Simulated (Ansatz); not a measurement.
## Geometry relaxation, with input and output: B (part 1 of 3)

System: B (P4₃22, 8 atoms in the cell).
Method: DFT PBE, scalar-relativistic, plane waves, PAW, no spin polarisation (Ansatz 0.2.0).

The structure was made by a generator, so it may or may not be a known phase. Figures and captions count atoms from 1; the log counts them from 0 in places.

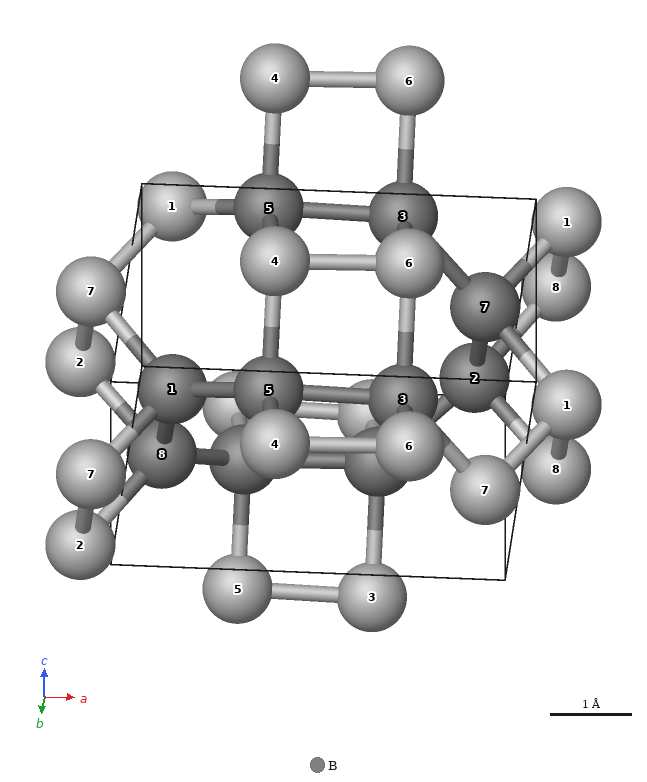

Fig. 1: The starting structure (ball-and-stick view of the cell of the calculation, seen at an oblique angle; neighbours outside the cell are drawn fainter; atoms are numbered from 1 in the order of the input).

## Input file
```yaml
crystal:
  lattice:
    - [4.94057105, 0.0, 0.0]
    - [0.0, 4.94057105, 0.0]
    - [0.0, 0.0, 2.64179937]
  atoms:
    - { symbol: B, position: [0.10322081, 0.32960157, 0.24164696] }
    - { symbol: B, position: [0.89677919, 0.67039843, 0.74164696] }
    - { symbol: B, position: [0.67039843, 0.10322081, 0.99164696] }
    - { symbol: B, position: [0.32960157, 0.89677919, 0.49164696] }
    - { symbol: B, position: [0.32960157, 0.10322081, 0.00835304] }
    - { symbol: B, position: [0.67039843, 0.89677919, 0.50835304] }
    - { symbol: B, position: [0.89677919, 0.32960157, 0.75835304] }
    - { symbol: B, position: [0.10322081, 0.67039843, 0.25835304] }
basis:
  ecutwfc: 420
kpoints:
  mp_grid: { grid: [4, 4, 6] }
hamiltonian:
  xc: pbe
scf:
  occupations: { method: gaussian, width: 0.1 }
  lower_state_search: "off"
output:
  forces: true
  stress: true
  eigenvalues: true
relax:
  adjacent_minimum: "off"
  f_tol: 0.04
  max_steps: 70
  cell: { stress_tol: 0.4 }
```

Run on 1 thread of Arm Neoverse V2, 24 GiB of memory available, shared host.

Run as:
```bash
ansatz run input.yaml --threads 1 --pin off --max-ram 2560MiB --backend cpu --events-out ev --progress --plain --runs-dir out
```

## Log
```
Engine: ansatz 0.2.0, aarch64-unknown-linux-gnu
Pseudopotentials: kind: paw
Pseudopotential: B, paw, valence charge 3, recommended cutoff 420 eV (normal), B.paw.azcp
Functional definition: PBE
  parameter kappa = 0.804
  parameter beta = 0.06672455060314922
  exchange = pbe_x(kappa = kappa, mu = beta*pi^2/3)
  correlation = pbe_c(beta = beta)
Crystal: 8 atoms, lattice volume = 64.484 Å³
Basis set: ecut = 420 eV, 1269 PW (Γ), exchange–correlation on 72×72×36 points (8 copies of the dense FFT grid, shifted against one another)
Bands: 20, of which v1, the nominal top of the filled ones, is band 12 counted from 1 (11 counted from 0)
Symmetry: 8 space group operations
Space group: P4322 (ITA 95), of the structure as read, at distance tolerance 4.0e-5 Å
k-points: 24 of 96
Non-local potential: B, projectors of the file, l = 0: 2, l = 1: 2, l = 2: 1
PAW form: soft (Blöchl's): semilocal exchange-correlation on the pseudo side does not see the compensation charge
PAW one-centre angular grid: B, 110 points (default); XC on 64 Gauss nodes
Initial density: superposition of atomic densities (neutral atoms: chi_scale 0, normalization atom), corrected by the library's trained network
Initial wavefunctions: pseudopotential atomic-orbital guess
Functional: x = pbe(κ = 0.804, μ = 0.2195149727645171), c = pbe(β = 0.06672455060314922)
SCF iter   1: F=—  HF=-1238.493450 eV  |F-HF|=—  |Δ(HF+E_count)|=         —  Δρ=1.23e-2  dr2=8.23e-2  ethr=1.77e-3  ⟨swp⟩=5.8  Hψ=2639  notcnv=0  defer=1
preconditioner: auto → none  [metal: Δε(μ)=0.067 eV  Ē_g=10.506 eV  σ=0.100 eV  W_gap=0.34  n_scr=8 (ndim 8)  ℏωp=22.7 eV  f_vac=0.000  D(μ)=2.53/eV (n_scr^D=14)  sad-step TF]
SCF iter   2: F=—  HF=-1238.481580 eV  |F-HF|=—  |Δ(HF+E_count)|=   1.19e-2  Δρ=6.96e-3  dr2=3.01e-2  ethr=3.43e-4  ⟨swp⟩=1.0  Hψ=672  notcnv=0  defer=1
SCF iter   3: F=—  HF=-1238.476504 eV  |F-HF|=—  |Δ(HF+E_count)|=   5.08e-3  Δρ=1.18e-3  dr2=1.83e-3  ethr=1.25e-4  ⟨swp⟩=2.2  Hψ=649  notcnv=0  defer=1
SCF iter   4: F=—  HF=-1238.476155 eV  |F-HF|=—  |Δ(HF+E_count)|=   3.49e-4  Δρ=3.94e-4  dr2=3.10e-4  ethr=7.64e-6  ⟨swp⟩=2.0  Hψ=651  notcnv=0  defer=1
SCF iter   5: F=—  HF=-1238.476114 eV  |F-HF|=—  |Δ(HF+E_count)|=   4.15e-5  Δρ=1.01e-4  dr2=2.14e-5  ethr=1.29e-6  ⟨swp⟩=2.2  Hψ=645  notcnv=0  defer=1
SCF iter   6: F=—  HF=-1238.476120 eV  |F-HF|=—  |Δ(HF+E_count)|=   6.58e-6  Δρ=2.40e-5  dr2=1.08e-6  ethr=8.90e-8  ⟨swp⟩=2.2  Hψ=640  notcnv=0  defer=1
SCF iter   7: F=-1238.476121 eV  HF=-1238.476121 eV  |F-HF|=8.48e-9  |Δ(HF+E_count)|=   3.98e-7  Δρ=2.90e-6  dr2=7.73e-9  ethr=4.17e-10  ⟨swp⟩=8.3  Hψ=2635  notcnv=0
SCF 1 converged in 7 iterations: F = -1238.476121 eV  dr2 = 7.73e-9
  greatest PAW one-centre occupation: 0.575 electrons in one spin orbital (limit 2), on the B atom at site 4 (counted from 0), in its partial waves of l = 0
relax step   1: F+E_penalty+E_count = -1238.47612074 eV  Δ(F+E_penalty+E_count) = +0.000e0 eV  max|allowed force component| = 1.422e0 eV/Å  Δτ_max = 0.0000 Å  P = +21.645 GPa  Ω = 64.484 Å³  (7 SCF iters, dr2 threshold 1.00e-7 eV, accepted)
Crystal: 8 atoms, lattice volume = 66.698 Å³
Basis set: ecut = 420 eV, 1317 PW (Γ), exchange–correlation on 72×72×36 points (8 copies of the dense FFT grid, shifted against one another)
Initial density: handed on by an earlier stage of this run
Initial wavefunctions: those handed on with the density
iter 1 solved again at ethr=5.00e-4 eV; its pass at ethr=3.10e-3 eV (dr2=1.20e-1 eV) is discarded
SCF iter   1: F=—  HF=-1239.605325 eV  |F-HF|=—  |Δ(HF+E_count)|=         —  Δρ=1.21e-2  dr2=1.17e-1  ethr=5.00e-4  ⟨swp⟩=1.0  Hψ=3134  notcnv=0
preconditioner: auto → Kerker (q_TF=auto, 2.301 Å⁻¹)  [metal: Δε(μ)=0.030 eV  Ē_g=10.319 eV  σ=0.100 eV  W_gap=0.16  n_scr=10 (ndim 8)  ℏωp=22.3 eV  f_vac=0.004  D(μ)=2.92/eV (n_scr^D=22)]
SCF iter   2: F=—  HF=-1239.578856 eV  |F-HF|=—  |Δ(HF+E_count)|=   2.65e-2  Δρ=6.51e-3  dr2=3.55e-2  ethr=4.87e-4  ⟨swp⟩=1.0  Hψ=480  notcnv=0
SCF iter   3: F=—  HF=-1239.567246 eV  |F-HF|=—  |Δ(HF+E_count)|=   1.16e-2  Δρ=8.24e-4  dr2=6.13e-4  ethr=1.48e-4  ⟨swp⟩=2.6  Hψ=756  notcnv=0
SCF iter   4: F=—  HF=-1239.567273 eV  |F-HF|=—  |Δ(HF+E_count)|=   2.78e-5  Δρ=1.62e-4  dr2=1.97e-5  ethr=2.56e-6  ⟨swp⟩=2.5  Hψ=787  notcnv=0
SCF iter   5: F=—  HF=-1239.567292 eV  |F-HF|=—  |Δ(HF+E_count)|=   1.89e-5  Δρ=5.44e-5  dr2=4.66e-6  ethr=8.22e-8  ⟨swp⟩=2.4  Hψ=729  notcnv=0
SCF iter   6: F=-1239.567297 eV  HF=-1239.567297 eV  |F-HF|=1.69e-7  |Δ(HF+E_count)|=   4.69e-6  Δρ=1.81e-5  dr2=5.87e-7  ethr=3.33e-9  ⟨swp⟩=4.3  Hψ=2417  notcnv=0
SCF 2 converged in 6 iterations: F = -1239.567297 eV  dr2 = 5.87e-7
  greatest PAW one-centre occupation: 0.566 electrons in one spin orbital (limit 2), on the B atom at site 7 (counted from 0), in its partial waves of l = 0
relax step   2: F+E_penalty+E_count = -1239.56729725 eV  Δ(F+E_penalty+E_count) = -1.091e0 eV  max|allowed force component| = 1.000e0 eV/Å  Δτ_max = 0.0221 Å  P = +10.753 GPa  Ω = 66.698 Å³  energy of the carried Pulay correction = -4.270e-3 eV  (6 SCF iters, dr2 threshold 8.00e-7 eV, accepted)
Crystal: 8 atoms, lattice volume = 67.726 Å³
Basis set: ecut = 420 eV, 1349 PW (Γ), exchange–correlation on 72×72×36 points (8 copies of the dense FFT grid, shifted against one another)
iter 1 solved again at ethr=1.08e-3 eV; its pass at ethr=3.10e-3 eV (dr2=2.59e-1 eV) is discarded
SCF iter   1: F=—  HF=-1240.613330 eV  |F-HF|=—  |Δ(HF+E_count)|=         —  Δρ=1.79e-2  dr2=2.56e-1  ethr=1.08e-3  ⟨swp⟩=1.0  Hψ=3196  notcnv=0
preconditioner: auto → Kerker (q_TF=auto, 2.295 Å⁻¹)  [metal: Δε(μ)=0.074 eV  Ē_g=10.283 eV  σ=0.100 eV  W_gap=0.39  n_scr=10 (ndim 8)  ℏωp=22.1 eV  f_vac=0.003  D(μ)=1.58/eV (n_scr^D=8)]
SCF iter   2: F=—  HF=-1240.558104 eV  |F-HF|=—  |Δ(HF+E_count)|=   5.52e-2  Δρ=9.47e-3  dr2=7.53e-2  ethr=1.07e-3  ⟨swp⟩=1.0  Hψ=480  notcnv=0
SCF iter   3: F=—  HF=-1240.534729 eV  |F-HF|=—  |Δ(HF+E_count)|=   2.34e-2  Δρ=8.50e-4  dr2=7.33e-4  ethr=3.14e-4  ⟨swp⟩=2.5  Hψ=823  notcnv=0  defer=1
SCF iter   4: F=—  HF=-1240.534622 eV  |F-HF|=—  |Δ(HF+E_count)|=   1.07e-4  Δρ=1.77e-4  dr2=5.28e-5  ethr=3.05e-6  ⟨swp⟩=2.3  Hψ=773  notcnv=0  defer=1
SCF iter   5: F=—  HF=-1240.534630 eV  |F-HF|=—  |Δ(HF+E_count)|=   8.19e-6  Δρ=7.02e-5  dr2=8.95e-6  ethr=2.20e-7  ⟨swp⟩=2.2  Hψ=675  notcnv=0  defer=1
SCF iter   6: F=-1240.534636 eV  HF=-1240.534636 eV  |F-HF|=6.42e-7  |Δ(HF+E_count)|=   5.27e-6  Δρ=2.25e-5  dr2=6.32e-7  ethr=3.33e-9  ⟨swp⟩=5.1  Hψ=2532  notcnv=0
SCF 3 converged in 6 iterations: F = -1240.534636 eV  dr2 = 6.32e-7
  greatest PAW one-centre occupation: 0.556 electrons in one spin orbital (limit 2), on the B atom at site 3 (counted from 0), in its partial waves of l = 0
relax step   3: F+E_penalty+E_count = -1240.53463631 eV  Δ(F+E_penalty+E_count) = -9.673e-1 eV  max|allowed force component| = 8.514e-1 eV/Å  Δτ_max = 0.0441 Å  P = +3.390 GPa  Ω = 67.726 Å³  energy of the carried Pulay correction = -6.204e-3 eV  (6 SCF iters, dr2 threshold 8.00e-7 eV, accepted)
Crystal: 8 atoms, lattice volume = 67.335 Å³
Basis set: ecut = 420 eV, 1307 PW (Γ), exchange–correlation on 72×72×36 points (8 copies of the dense FFT grid, shifted against one another)
iter 1 solved again at ethr=1.40e-3 eV; its pass at ethr=3.10e-3 eV (dr2=3.37e-1 eV) is discarded
SCF iter   1: F=—  HF=-1241.612580 eV  |F-HF|=—  |Δ(HF+E_count)|=         —  Δρ=1.90e-2  dr2=3.37e-1  ethr=1.40e-3  ⟨swp⟩=1.0  Hψ=3350  notcnv=0
preconditioner: auto → Kerker (q_TF=auto, 2.297 Å⁻¹)  [metal: Δε(μ)=0.067 eV  Ē_g=10.447 eV  σ=0.100 eV  W_gap=0.33  n_scr=10 (ndim 8)  ℏωp=22.2 eV  f_vac=0.001  D(μ)=0.70/eV (n_scr^D=4)]
SCF iter   2: F=—  HF=-1241.543650 eV  |F-HF|=—  |Δ(HF+E_count)|=   6.89e-2  Δρ=1.01e-2  dr2=1.03e-1  ethr=1.40e-3  ⟨swp⟩=1.0  Hψ=480  notcnv=0
preconditioner: auto → none  [insulator: Δε(μ)=0.167 eV  Ē_g=10.437 eV  σ=0.100 eV  W_gap=0.76  n_scr=10 (ndim 8)  ℏωp=22.2 eV  f_vac=0.000  D(μ)=0.41/eV (n_scr^D=0)  ε∞_Penn≈5.5]
SCF iter   3: F=—  HF=-1241.512634 eV  |F-HF|=—  |Δ(HF+E_count)|=   3.10e-2  Δρ=8.66e-4  dr2=5.57e-4  ethr=4.31e-4  ⟨swp⟩=2.0  Hψ=871  notcnv=0
SCF iter   4: F=—  HF=-1241.512613 eV  |F-HF|=—  |Δ(HF+E_count)|=   2.10e-5  Δρ=1.32e-4  dr2=2.86e-5  ethr=2.32e-6  ⟨swp⟩=2.1  Hψ=805  notcnv=0  defer=1
iter 5 did not close the SCF: its close was put off for the readings that it lacked (scf_convergence_deferred on its scf_iter line)
SCF iter   5: F=-1241.512608 eV  HF=-1241.512608 eV  |F-HF|=1.92e-7  |Δ(HF+E_count)|=   4.10e-6  Δρ=3.15e-5  dr2=7.49e-7  ethr=1.19e-7  ⟨swp⟩=2.0  Hψ=672  notcnv=0  defer=1
SCF iter   6: F=-1241.512609 eV  HF=-1241.512609 eV  |F-HF|=2.62e-8  |Δ(HF+E_count)|=   6.15e-8  Δρ=7.19e-6  dr2=1.86e-8  ethr=3.12e-9  ⟨swp⟩=4.3  Hψ=2228  notcnv=0
SCF 4 converged in 6 iterations: F = -1241.512609 eV  dr2 = 1.86e-8
  greatest PAW one-centre occupation: 0.549 electrons in one spin orbital (limit 2), on the B atom at site 7 (counted from 0), in its partial waves of l = 0
relax step   4: F+E_penalty+E_count = -1241.51260858 eV  Δ(F+E_penalty+E_count) = -9.780e-1 eV  max|allowed force component| = 6.454e-1 eV/Å  Δτ_max = 0.0597 Å  P = -0.130 GPa  Ω = 67.335 Å³  energy of the carried Pulay correction = -5.470e-3 eV  (6 SCF iters, dr2 threshold 8.00e-7 eV, accepted)
Crystal: 8 atoms, lattice volume = 66.300 Å³
Basis set: ecut = 420 eV, 1283 PW (Γ), exchange–correlation on 72×72×36 points (8 copies of the dense FFT grid, shifted against one another)
iter 1 solved again at ethr=8.09e-4 eV; its pass at ethr=3.10e-3 eV (dr2=1.94e-1 eV) is discarded
SCF iter   1: F=—  HF=-1242.087048 eV  |F-HF|=—  |Δ(HF+E_count)|=         —  Δρ=1.35e-2  dr2=1.97e-1  ethr=8.09e-4  ⟨swp⟩=1.0  Hψ=3416  notcnv=0
preconditioner: auto → Kerker (q_TF=auto, 2.303 Å⁻¹)  [metal: Δε(μ)=0.070 eV  Ē_g=10.717 eV  σ=0.100 eV  W_gap=0.37  n_scr=10 (ndim 8)  ℏωp=22.3 eV  f_vac=0.004  D(μ)=0.76/eV (n_scr^D=4)]
SCF iter   2: F=—  HF=-1242.050289 eV  |F-HF|=—  |Δ(HF+E_count)|=   3.68e-2  Δρ=7.37e-3  dr2=6.45e-2  ethr=8.09e-4  ⟨swp⟩=1.0  Hψ=480  notcnv=0
SCF iter   3: F=—  HF=-1242.032863 eV  |F-HF|=—  |Δ(HF+E_count)|=   1.74e-2  Δρ=1.04e-3  dr2=9.92e-4  ethr=2.69e-4  ⟨swp⟩=2.1  Hψ=862  notcnv=0
SCF iter   4: F=—  HF=-1242.032811 eV  |F-HF|=—  |Δ(HF+E_count)|=   5.27e-5  Δρ=2.73e-4  dr2=1.68e-4  ethr=4.13e-6  ⟨swp⟩=2.3  Hψ=731  notcnv=0
SCF iter   5: F=—  HF=-1242.032835 eV  |F-HF|=—  |Δ(HF+E_count)|=   2.43e-5  Δρ=1.13e-4  dr2=1.38e-5  ethr=7.00e-7  ⟨swp⟩=2.1  Hψ=690  notcnv=0
SCF iter   6: F=-1242.032853 eV  HF=-1242.032852 eV  |F-HF|=8.30e-7  |Δ(HF+E_count)|=   1.71e-5  Δρ=2.29e-5  dr2=4.01e-7  ethr=3.33e-9  ⟨swp⟩=5.0  Hψ=2567  notcnv=0
SCF 5 converged in 6 iterations: F = -1242.032853 eV  dr2 = 4.01e-7
  greatest PAW one-centre occupation: 0.545 electrons in one spin orbital (limit 2), on the B atom at site 2 (counted from 0), in its partial waves of l = 0
relax step   5: F+E_penalty+E_count = -1242.03285276 eV  Δ(F+E_penalty+E_count) = -5.202e-1 eV  max|allowed force component| = 4.851e-1 eV/Å  Δτ_max = 0.0652 Å  P = -0.386 GPa  Ω = 66.300 Å³  energy of the carried Pulay correction = -3.513e-3 eV  (6 SCF iters, dr2 threshold 8.00e-7 eV, accepted)
Crystal: 8 atoms, lattice volume = 66.331 Å³
Basis set: ecut = 420 eV, 1275 PW (Γ), exchange–correlation on 72×72×36 points (8 copies of the dense FFT grid, shifted against one another)
iter 1 solved again at ethr=1.09e-4 eV; its pass at ethr=3.10e-3 eV (dr2=2.62e-2 eV) is discarded
SCF iter   1: F=—  HF=-1242.134623 eV  |F-HF|=—  |Δ(HF+E_count)|=         —  Δρ=6.49e-3  dr2=2.59e-2  ethr=1.09e-4  ⟨swp⟩=1.2  Hψ=3071  notcnv=0
preconditioner: auto → none  [insulator: Δε(μ)=0.234 eV  Ē_g=10.771 eV  σ=0.100 eV  W_gap=0.89  n_scr=10 (ndim 8)  ℏωp=22.3 eV  f_vac=0.009  D(μ)=0.10/eV (n_scr^D=0)  ε∞_Penn≈5.3]
SCF iter   2: F=—  HF=-1242.126996 eV  |F-HF|=—  |Δ(HF+E_count)|=   7.63e-3  Δρ=2.43e-3  dr2=2.33e-3  ethr=1.08e-4  ⟨swp⟩=2.3  Hψ=704  notcnv=0
SCF iter   3: F=—  HF=-1242.126767 eV  |F-HF|=—  |Δ(HF+E_count)|=   2.29e-4  Δρ=8.64e-4  dr2=2.95e-4  ethr=9.72e-6  ⟨swp⟩=2.4  Hψ=749  notcnv=0
SCF iter   4: F=—  HF=-1242.126770 eV  |F-HF|=—  |Δ(HF+E_count)|=   3.13e-6  Δρ=2.14e-4  dr2=1.38e-5  ethr=1.23e-6  ⟨swp⟩=2.4  Hψ=719  notcnv=0
iter 5 did not close the SCF: its close was put off for the readings that it lacked (scf_convergence_deferred on its scf_iter line)
SCF iter   5: F=-1242.126776 eV  HF=-1242.126775 eV  |F-HF|=7.77e-8  |Δ(HF+E_count)|=   5.37e-6  Δρ=2.23e-5  dr2=1.45e-7  ethr=5.77e-8  ⟨swp⟩=2.1  Hψ=758  notcnv=0
SCF iter   6: F=-1242.126776 eV  HF=-1242.126776 eV  |F-HF|=1.57e-9  |Δ(HF+E_count)|=   8.63e-8  Δρ=2.77e-6  dr2=2.44e-9  ethr=6.06e-10  ⟨swp⟩=3.2  Hψ=2155  notcnv=0
SCF 6 converged in 6 iterations: F = -1242.126776 eV  dr2 = 2.44e-9
  greatest PAW one-centre occupation: 0.541 electrons in one spin orbital (limit 2), on the B atom at site 6 (counted from 0), in its partial waves of l = 0
relax step   6: F+E_penalty+E_count = -1242.12677554 eV  Δ(F+E_penalty+E_count) = -9.392e-2 eV  max|allowed force component| = 3.308e-1 eV/Å  Δτ_max = 0.0285 Å  P = -1.728 GPa  Ω = 66.331 Å³  energy of the carried Pulay correction = -3.571e-3 eV  (6 SCF iters, dr2 threshold 8.00e-7 eV, accepted)
Crystal: 8 atoms, lattice volume = 66.464 Å³
iter 1 solved again at ethr=6.57e-5 eV; its pass at ethr=3.10e-3 eV (dr2=1.58e-2 eV) is discarded
```
